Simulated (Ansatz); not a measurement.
## Electronic structure of Tl₈HCl₈ (cell charge −1, with a compensating background) (cell with a defect) in real space

Input file:

```
crystal:
  lattice:
    - [0.0, 0.0, 7.7949666903]
    - [-7.7949666903, 0.0, 0.0]
    - [0.0, -7.7949666903, 0.0]
  atoms:
    - { symbol: Tl, position: [0.0, 0.5, 0.0] }
    - { symbol: Tl, position: [0.5, 0.5, 0.0] }
    - { symbol: Tl, position: [0.0, 0.5, 0.5] }
    - { symbol: Tl, position: [0.5, 0.5, 0.5] }
    - { symbol: Tl, position: [0.0, 1.0, 0.0] }
    - { symbol: Tl, position: [0.5, 1.0, 0.0] }
    - { symbol: Tl, position: [0.0, 1.0, 0.5] }
    - { symbol: Tl, position: [0.5, 1.0, 0.5] }
    - { symbol: Cl, position: [0.25, 0.25, 0.25] }
    - { symbol: Cl, position: [0.75, 0.25, 0.25] }
    - { symbol: Cl, position: [0.25, 0.25, 0.75] }
    - { symbol: Cl, position: [0.75, 0.25, 0.75] }
    - { symbol: Cl, position: [0.25, 0.75, 0.25] }
    - { symbol: Cl, position: [0.75, 0.75, 0.25] }
    - { symbol: Cl, position: [0.25, 0.75, 0.75] }
    - { symbol: Cl, position: [0.75, 0.75, 0.75] }
    - { symbol: H, position: [0.2433867125, 0.0002204176, 0.8635913009] }
total_charge: -1
basis:
  ecutwfc: 420
  xc_grid: 2
kpoints:
  mp_grid: { grid: [2, 2, 2], shift: [0.5, 0.5, 0.5] }
hamiltonian:
  xc: pbe
scf:
  occupations: { method: gaussian, width: 0.02 }
output:
  forces: true
  stress: false
  eigenvalues: true
  write_density: true
  write_potential: true
  elf: true
  volumetric_format: npy
relax:
  adjacent_minimum: "off"
  f_tol: 0.02
  max_steps: 60
```

Command:

```sh
ansatz run input.yaml --threads 4 --pin off --max-ram 8192MiB --backend cpu --events-out ev --progress --plain --runs-dir out
```

The fields are those of the relaxed geometry.

Method: Ansatz 0.2.0, DFT PBE, scalar-relativistic, plane waves, PAW.

In a PAW calculation such maps are meaningful between the atoms, not at the nuclei.

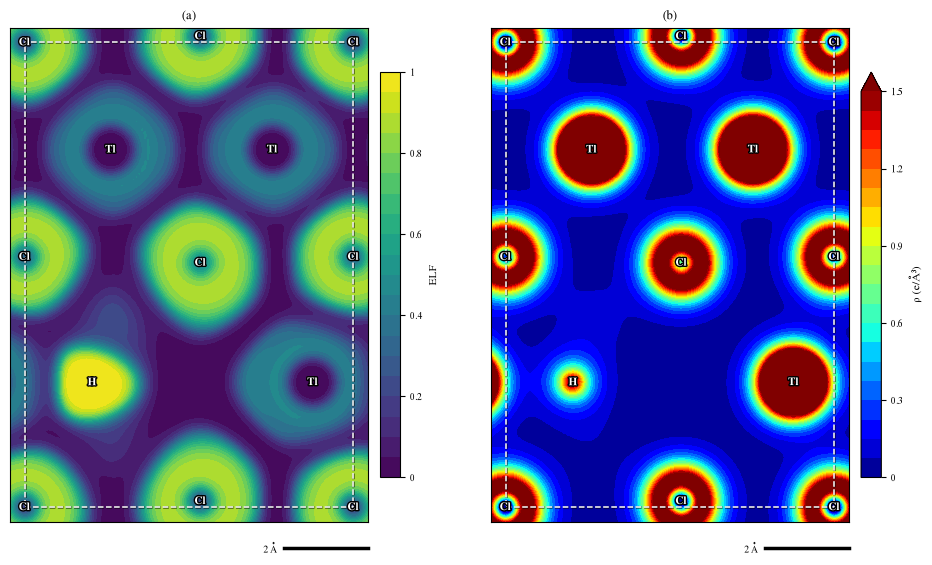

Figure 1. (a) ELF; (b) valence charge density (pseudo) on the (110) plane of the calculation cell.

What do the fields say about this system?

Atoms in the plane: Tl, Cl and H.
Tl–Cl (3.12 Å): ρ at the midpoint is about 0.14 e/Å³; the ELF is about 0.10 at the midpoint (no localised pair shows between them).
Tl–Cl (3.18 Å): ρ is about 0.13 e/Å³ halfway; the ELF is about 0.10 at the midpoint (no shared electron pair shows on this line).
Between the atoms the lowest density in this plane is 0.004 e/Å³.
The ELF also peaks beside Cl, away from the bonds: lone-pair regions.

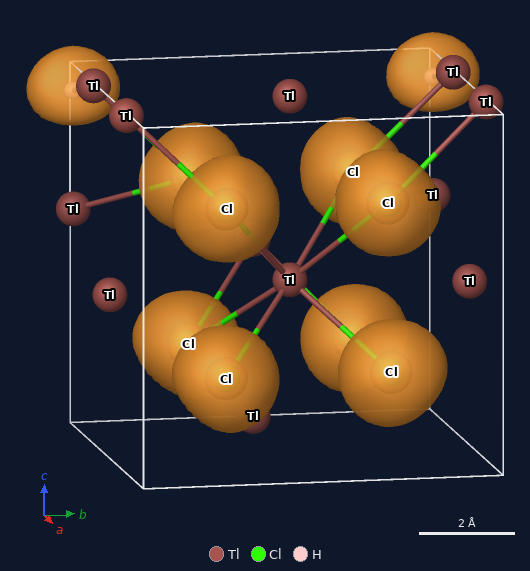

Figure 2. Isosurface of the ELF at 0.75 (orange), seen slightly off an axis. Only the valence region is drawn (cores and ρ < 0.01 e/Å³ removed). Sticks mark near contacts.

Describe the localisation domains.

The ELF exceeds this value in one region around a hydrogen nucleus and eight regions wrapped around Cl (the valence shell of each), counted in one cell of 17 atoms. Any copies at cell faces, edges or corners count once. Profiles from the grid: Tl–H (2.21 Å): the ELF climbs to about 1 towards the hydrogen. Tl–Cl (2.98 Å): the ELF is about 0.15 at the midpoint (no localised pair shows between them).

Does the calculation make it a metal, or give it a gap?

It is gapped, with a Kohn–Sham gap of 2.5 eV on the k-point mesh, an upper bound to the gap of this method.
